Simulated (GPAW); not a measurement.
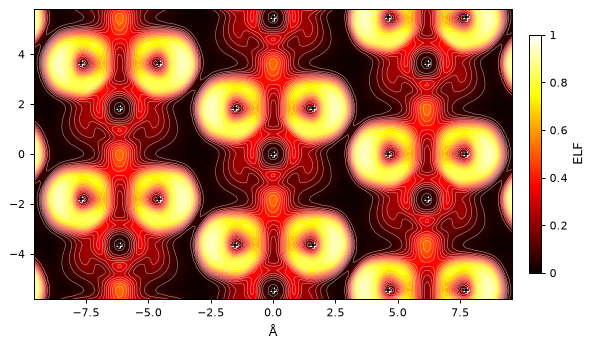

The ELF on a plane through atoms (crosses mark nuclei in the plane).

Computed with Kohn-Sham DFT of a periodic cell, PBEsol, PAW data sets made by gpaw-setup for the functional (GPAW 26.7.0).

Candidates:
A. Mg3GaO4, a = 4.36 Å, b = 4.36 Å, c = 4.36 Å, α = 90.00°, β = 90.00°, γ = 90.00°. Space group Pm-3m; a structure from a database of computed crystals, not necessarily the ambient phase; computed pressure about −4 GPa in this cell.
B. WS2, a = 3.16 Å, b = 3.16 Å, c = 18.49 Å, α = 90.00°, β = 90.00°, γ = 120.00°. Space group R3m; not relaxed (largest force 0.6 eV/Å).
C. Ti2B, a = 5.66 Å, b = 5.66 Å, c = 4.74 Å, α = 90.00°, β = 90.00°, γ = 90.00°. Space group I4/mcm; a structure from a database of computed crystals, not necessarily the ambient phase; computed pressure about −4 GPa in this cell.

Q: Which system is this?

A: Candidate B: WS2 on the (110) plane of the conventional cell, which holds W and S. W–S (2.39 Å): the ELF peaks at about 0.80 in the valence shell of S, 0.9 Å from its nucleus, and is about 0.50 at the midpoint.
